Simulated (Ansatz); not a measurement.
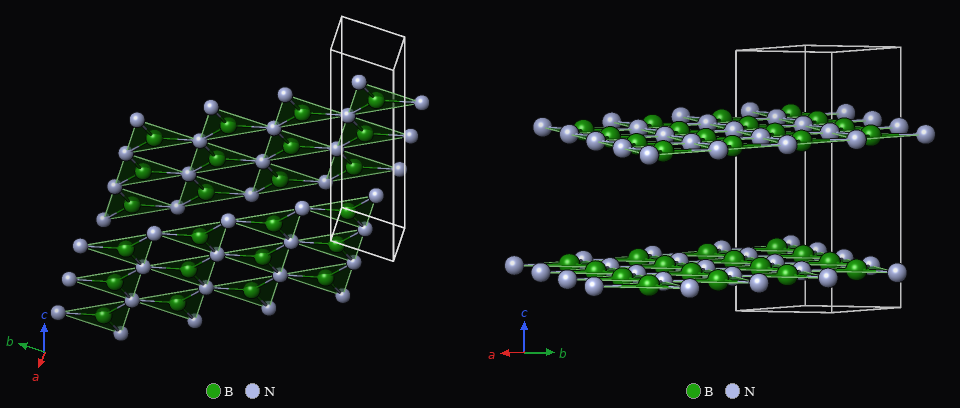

Polyhedra are drawn about B (bonds: B–N below 1.6 Å); other atoms are plain spheres. Two views of the same piece.

BN (space group P6_3/mmc, No. 194). Coordinates: the geometry relaxed with Ansatz, DFT PBE+D3(BJ), scalar-relativistic, plane waves, PAW.

> What figure surrounds each B atom, and what does it share with the other drawn polyhedra?

B: BN3 triangle, sharing corners with six neighbours.

> What is the connectivity of the polyhedra: isolated, groups, chains, layers or framework?

They form layers of corner-sharing triangles parallel to (001).

> How far apart are the centres of linked polyhedra?

Centre to centre across a shared corner: 2.51 Å.
